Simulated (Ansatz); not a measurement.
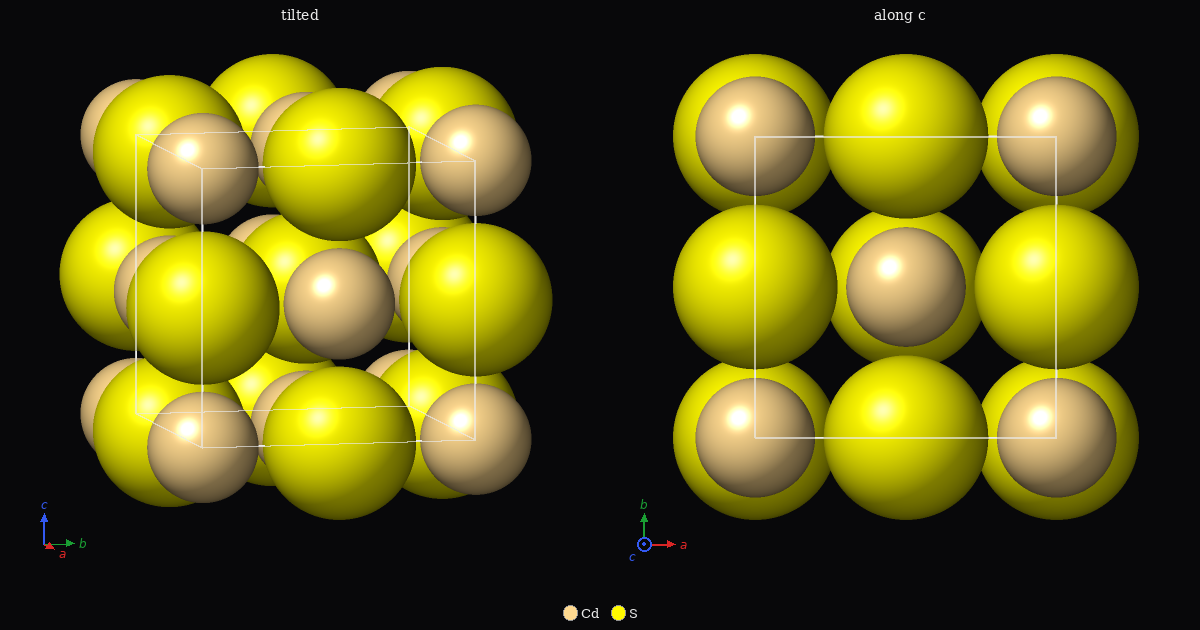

This space-filling model is shown slightly off an axis and along the c axis. The lines enclose the conventional unit cell; boundary atoms appear with their images. Cell: a = 5.49 Å, b = 5.49 Å, c = 5.49 Å, α = 90.00°, β = 90.00°, γ = 90.00°.

The cell started as a structure listed in the Materials Project. Earlier steps of the study may have refined or changed the cell and positions. It was run through Ansatz as a DFT input.

> Describe the arrangement of the atoms.

This is CdS. Space group: Fm-3m (No. 225). Lattice: face-centred cubic. Its structure type: rock salt (NaCl type). Content of the cell: 4 Cd, 4 S (Z = 4). Cd bonds to six S in an octahedral arrangement at about 2.7 Å. S bonds to six Cd in an octahedral arrangement at about 2.7 Å.

Results below were computed with DFT PBE, scalar-relativistic, plane waves, PAW (Ansatz 0.2.0); the settings were a basis cut at 420 eV, k-points about 0.17 Å⁻¹ apart, Gaussian smearing of 0.01 eV, no spin polarisation.

> Does it come out as a metal, or with a gap?

A semiconductor at this level, with a gap of 0.26 eV, indirect.

> What does a Bader analysis give?

Cd +0.93 e; S -0.93 e.

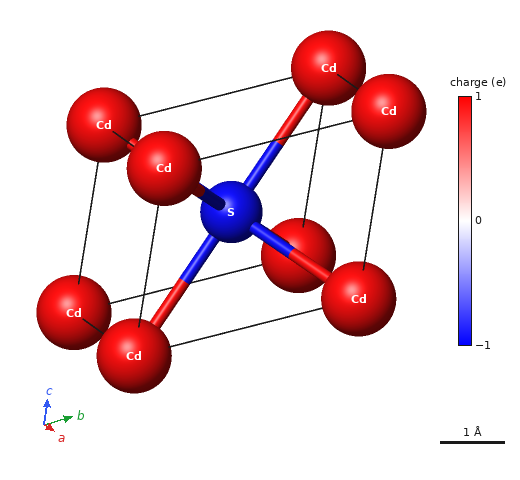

The atoms coloured by those charges. The run's cell of 2 atoms is drawn, so axes and origin can differ from the first picture.

> Is this the optimised geometry for these settings?

Yes. All forces vanish to within 0.01 eV/Å. The pressure is 0.0 GPa, close to zero.
